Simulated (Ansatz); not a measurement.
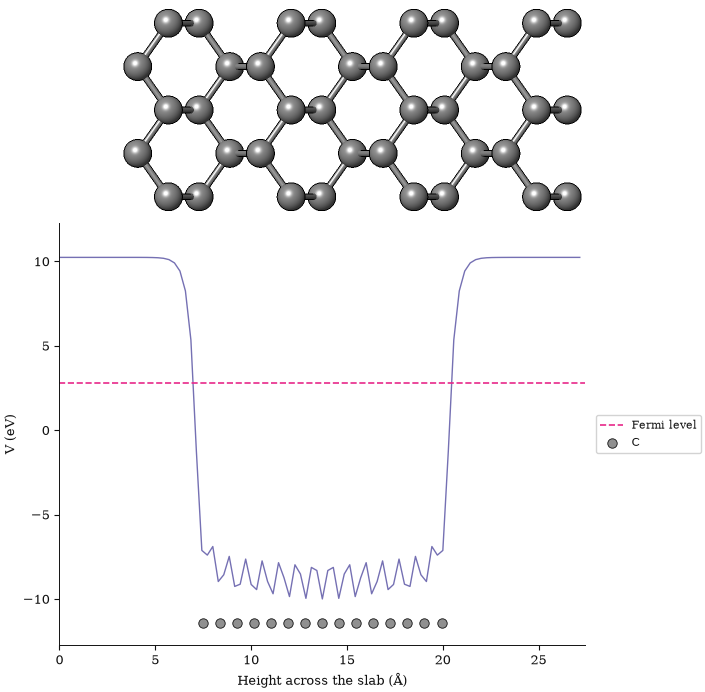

Plane-averaged electrostatic potential energy of an electron across the slab; circles at the bottom mark the heights of the atoms. The structure is drawn too. System: a (100) slab cut from C (Fd-3m), 15 atoms in the cell. Level of theory: DFT PBEsol, scalar-relativistic, plane waves, PAW, no spin polarisation, 5×5×1 k mesh, 420 eV cutoff; code Ansatz.

The work function is 7.42 eV, the same on both faces. The two vacuum levels agree, so the slab has no net dipole along its normal. The outermost atoms are 12.4 Å apart, which leaves 15.0 Å of vacuum in a cell 27.4 Å high.

The atoms aren't at rest in this cell (largest force 2.5 eV/Å), so the relaxed material can differ.
